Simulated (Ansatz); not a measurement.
**A Fermi-surface study of Mn3Sb (Fm-3m)**

Input

```yaml
crystal:
  lattice:
    - [0.0, 2.994122, 2.994122]
    - [2.994122, 0.0, 2.994122]
    - [2.994122, 2.994122, 0.0]
  atoms:
    - { symbol: Mn, position: [0.75, 0.75, 0.75], spin: -4.0 }
    - { symbol: Mn, position: [0.25, 0.25, 0.25], spin: -4.0 }
    - { symbol: Mn, position: [0.0, 0.0, 0.0], spin: 4.0 }
    - { symbol: Sb, position: [0.5, 0.5, 0.5] }
basis:
  ecutwfc: 420
kpoints:
  mp_grid: { grid: [12, 12, 12] }
hamiltonian:
  xc: pbesol
scf:
  occupations: { method: gaussian, width: 0.05 }
output:
  forces: true
  eigenvalues: true
  eigenstates:
    nscf_kmesh: { grid: [34, 34, 34] }
    top_band: c6
    de_dk: true
    localisation: true
  stress: true
  populations: true
checkpoint:
  write: ck
  compress: false
  write_wavefunctions: false
  write_every: 100000
magnetization:
  spin_polarized: true
```

Command:

```sh
ansatz run input.yaml --threads 1 --pin off --max-ram 3072MiB --backend cpu --events-out ev --progress --plain --runs-dir out
```

Method: DFT PBEsol, scalar-relativistic, plane waves, PAW; levels and slopes on a dense k mesh at the converged density (Ansatz 0.2.0). Collinear spin polarisation. k mesh for the levels: 34×34×34. The geometry was not relaxed (residual pressure −9 GPa). The cell comes from a database of computed structures, not from a measurement.

Part 1: The sheets

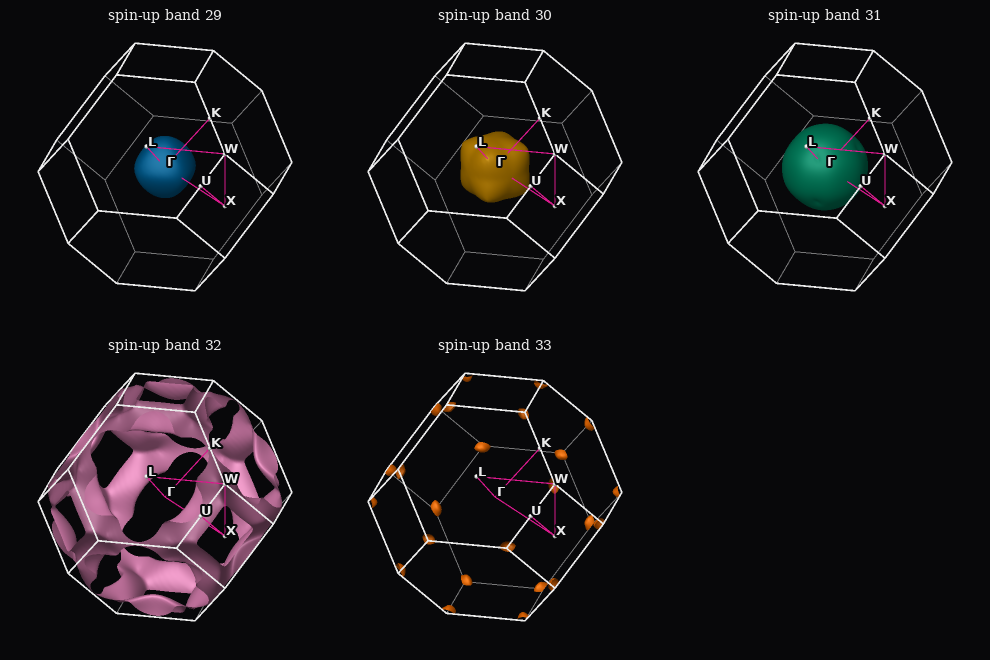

Computed Fermi surface of this crystal. Each panel holds one band. The brighter face of a sheet looks towards empty states.

Summarise the topology of this Fermi surface.

Answer. Five bands cross the Fermi level; this is a three-dimensional metal. Spin-down band 27, spin-down band 28 and spin-down band 29 end within 2 meV of the level without crossing it.

Spin-up band 29: one hole pocket centred at Γ (2.0 % of the zone).
Spin-up band 30: one hole pocket centred at Γ (3.1 % of the zone).
Spin-up band 31: one hole pocket centred at Γ (5.6 % of the zone).
Spin-up band 32: an open electron network that joins neighbouring zones in all directions (10 % of the zone).
Spin-up band 33: specks under 0.04 % of the zone, which the mesh doesn't resolve and which may come from the interpolation.
The shape of the surface of spin-up band 33 changes its kind within 0.04 eV of this level, so small parts may appear, vanish, join or separate.

Part 2: Cuts and bands

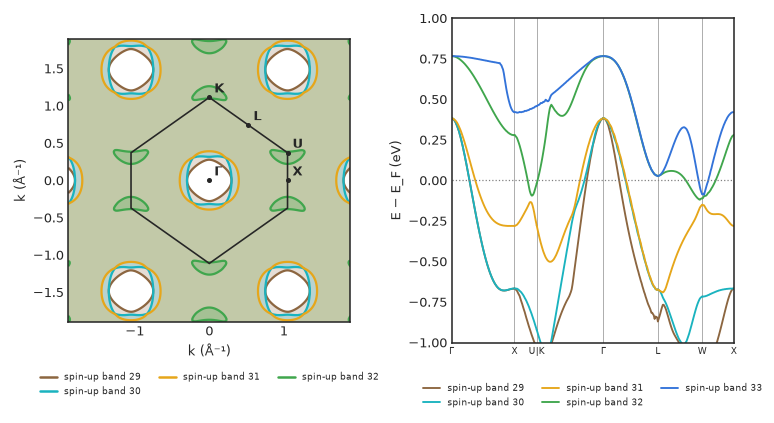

This crystal: cut through the Fermi surface in the plane through Γ, X and L, filled states shaded, and the bands that cross the Fermi level.

For each band, read its level at the labelled points (eV from the Fermi level).

Answer.
| band | Γ | X | L |
| --- | --- | --- | --- |
| spin-up band 29 | +0.38 | −0.67 | −0.87 |
| spin-up band 30 | +0.38 | −0.67 | −0.67 |
| spin-up band 31 | +0.38 | −0.28 | −0.67 |
| spin-up band 32 | +0.77 | +0.28 | +0.03 |
| spin-up band 33 | +0.77 | +0.42 | +0.03 |

Negative values are filled states.

Part 3: Weight on the atoms

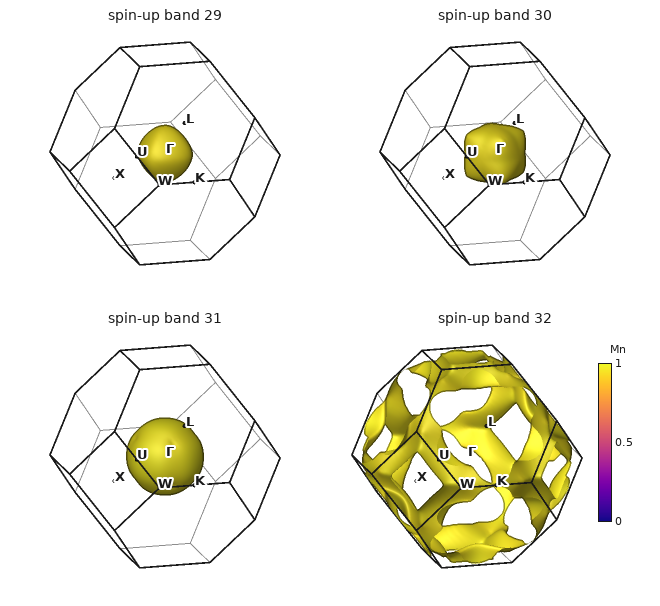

Fermi surface of this crystal (the four sheets of greatest area among five bands), coloured by the weight of the states on Mn (Voronoi cells).

On which elements do the states at the Fermi level lie?

Answer. Spin-up band 29: Mn (95 %). Spin-up band 30: Mn (95 %). Spin-up band 31: almost wholly on Mn. Spin-up band 32: almost wholly on Mn.

The run ends with a net moment of 2.0 μB a cell, the order reached from its starting moments, not necessarily the lowest. Spin-orbit coupling is left out; with Sb it can split, shift or remove sheets. A band edge lies within 0.03 eV of the Fermi level, so pockets and density of states there aren't settled. Necks and pockets thinner than about two mesh steps aren't resolved, so separate pockets may in truth be joined.

Time for the whole run: 2.8 min on 1 thread of AMD EPYC 7R13 Processor (Zen 3) (shared host), peak memory 1.9 GiB.
